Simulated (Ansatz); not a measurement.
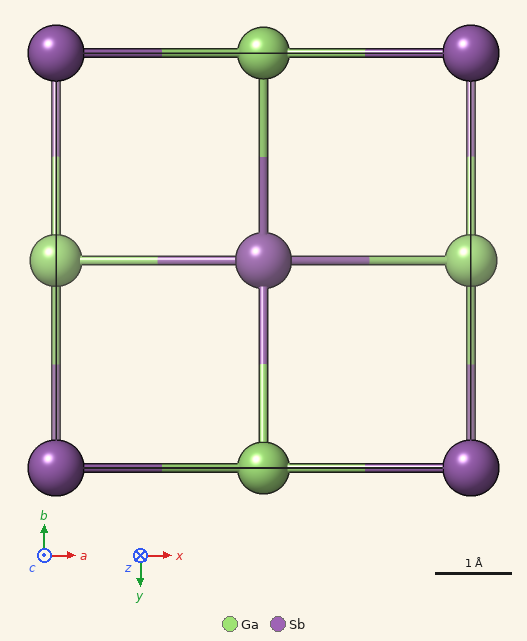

Solid GaSb (I-4m2): the cell is strained equally along x and y, with the atoms kept at their fractional coordinates. x, y and z are the Cartesian axes of the input. The picture shows the reference cell. Style: ball-and-stick. Shown: the conventional cell (2 times the calculation's cell), along the c axis. Lengths and directions refer to the drawn axes.

Level of theory: DFT PBE, scalar-relativistic, plane waves, PAW in Ansatz. Set-up: plane-wave cutoff 420 eV; k-point mesh 22 × 22 × 22; occupations gaussian; smearing width 0.15 eV; no spin polarisation. Energies (free energies at the smearing named) are counted from the relaxed crystal.

```xyz
2
Lattice="-2.7657 2.7657 1.5811 2.7657 -2.7657 1.5811 2.7657 2.7657 -1.5811" Properties=species:S:1:pos:R:3 pbc="T T T"
Ga    2.7657    0.0000    0.7905
Sb    0.0000    0.0000    0.0000
```

Q: Give the energy at each point (the strain: −0.1500, −0.0750, 0.0000, 0.0375, 0.1125, 0.1500).

A:
| strain | ΔE (meV/atom) |
| --- | --- |
| −0.1500 | 750 |
| −0.0750 | 142 |
| 0.0000 | 0 |
| 0.0375 | 23 |
| 0.1125 | 165 |
| 0.1500 | 258 |

Of the computed points the lowest is at the strain 0.00, 0 meV/atom. The end points stand at 750 meV/atom (−0.15) and 258 meV/atom (0.15). The distortion keeps the space group I-4m2. At the strain −0.15 the cell of the drawing goes a 5.531 → 4.702 Å, b 5.531 → 4.702 Å.

As a plot:

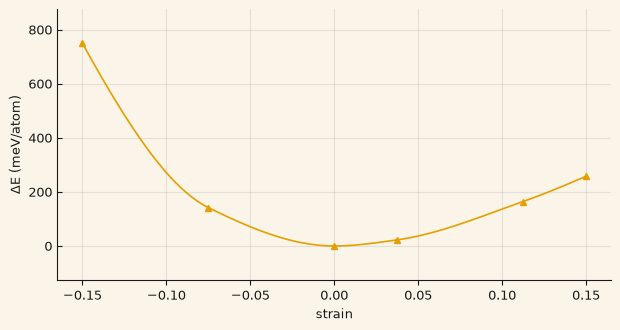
